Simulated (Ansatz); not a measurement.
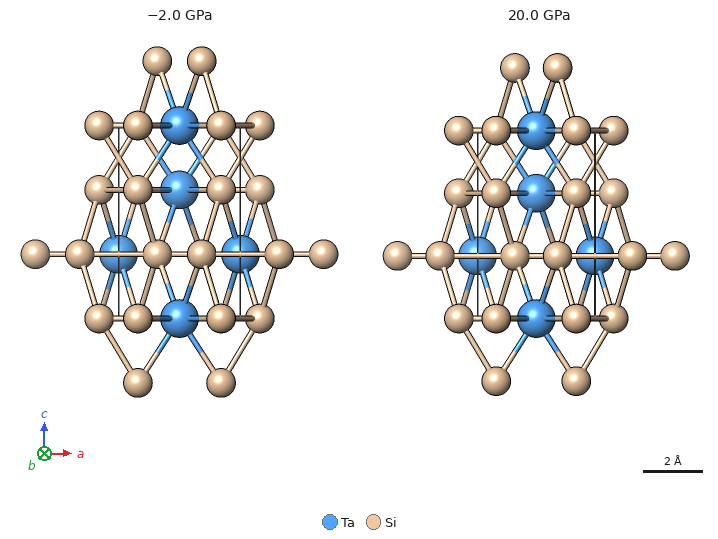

Solid TaSi2 (set up in P6_422), relaxed (cell and atoms) at several target pressures. The picture shows the first and the last member. A ball-and-stick model of the cell of the calculation, seen along the b axis.

Computed with Ansatz 0.2.0: DFT PBE, scalar-relativistic, plane waves, PAW. Settings: plane-wave cutoff 420 eV; k-point mesh 9 × 9 × 6; occupations gaussian; smearing width 0.1 eV; no spin polarisation; cell and atoms relaxed; force threshold 0.008 eV/Å.

```json
{"pressure (GPa)": "−2.0", "volume (Å³/atom)": "14.828", "a (Å)": "4.825", "c (Å)": "6.618"}
{"pressure (GPa)": "0.0", "volume (Å³/atom)": "14.660", "a (Å)": "4.805", "c (Å)": "6.599"}
{"pressure (GPa)": "2.0", "volume (Å³/atom)": "14.505", "a (Å)": "4.786", "c (Å)": "6.581"}
{"pressure (GPa)": "5.0", "volume (Å³/atom)": "14.286", "a (Å)": "4.759", "c (Å)": "6.555"}
{"pressure (GPa)": "10.0", "volume (Å³/atom)": "?", "a (Å)": "?", "c (Å)": "?"}
{"pressure (GPa)": "20.0", "volume (Å³/atom)": "13.396", "a (Å)": "4.648", "c (Å)": "6.444"}
```

Question: Estimate the missing row from the others, and compare with the calculation.

Answer: Murnaghan's form V = V₀(1 + B′P/B₀)^(−1/B′), with V₀ = 14.660 Å³ from the row at zero pressure, fits the other rows with B₀ = 182 GPa and B′ = 4.20 (largest miss 0.003 Å³). At 10.0 GPa it gives 14.660 × (1 + 4.20 × 10.0/182)^(−1/4.20) = 13.953 Å³ per atom. The calculation gives 13.957 Å³/atom (a = 4.718 Å, c = 6.515 Å). The estimate is 0.004 Å³/atom too low. From the first member to the last: Si–Ta 2.851 → 2.744 Å, Ta–Ta 3.269 → 3.165 Å, Si–Ta 2.754 → 2.654 Å.

The whole series:

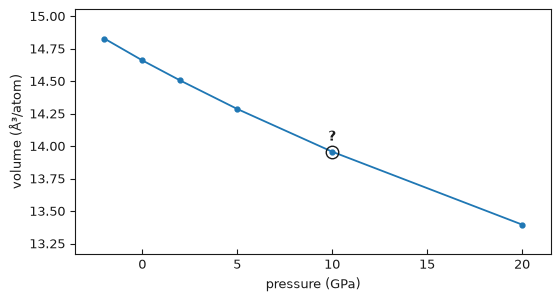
